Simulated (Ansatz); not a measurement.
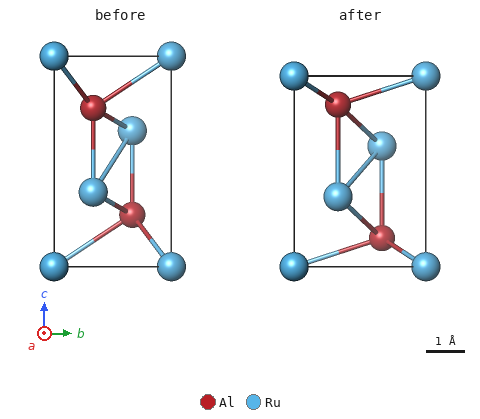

The structure of a crystal of Al₂Ru₃ (a generated structure, set up in P-3m1) (coarse preliminary run) before (left) and after (right) a relaxation, at one scale.

The picture is a ball-and-stick view of the cell of the calculation, seen along the a axis.

These are results of DFT PBE, scalar-relativistic, plane waves, PAW in Ansatz 0.2.0, not measurements. Settings: plane-wave cutoff 420 eV; k-point mesh 6 × 6 × 4; occupations gaussian; smearing width 0.1 eV; no spin polarisation; cell and atoms relaxed; force threshold 0.04 eV/Å; at most 70 steps.

### Summarise the run.

Over 7 accepted moves (9 points after the start) the energy falls by 797 meV per atom. The largest force component goes from 4.9 to 0.025 eV/Å. The pressure goes from 51.53 to 0.29 GPa. At 2 points the geometry stayed and the basis and grid were re-selected for the new cell (energy shift of 6.0 meV per atom at most each time). The largest moves relative to the cell, 0.49 Å, are those of Al atoms. Largest moves by element: Al 0.49 Å, Ru 0.07 Å. The volume changes by +14.3 %, with a = b 3.650 → 4.100 Å (+12.3 %), c 5.675 → 5.140 Å (−9.4 %). Near-neighbour distances that change, for instance: Al–Ru 3.407 → 2.659 Å, Al–Al 3.500 → 2.825 Å, Al–Ru 2.194 → 2.617 Å, Al–Ru 2.268 → 2.481 Å. New bonds form: Al–Ru (3.41 → 2.66 Å). Bond angles that change, for instance: Al–Ru–Al 92.4° → 110.9°, Al–Ru–Al 87.6° → 69.1°. The space group stays P-3m1 (No. 164). Cost: 33 s on 1 thread of Arm Neoverse V1, with other jobs on the host, peak memory 0.35 GiB.
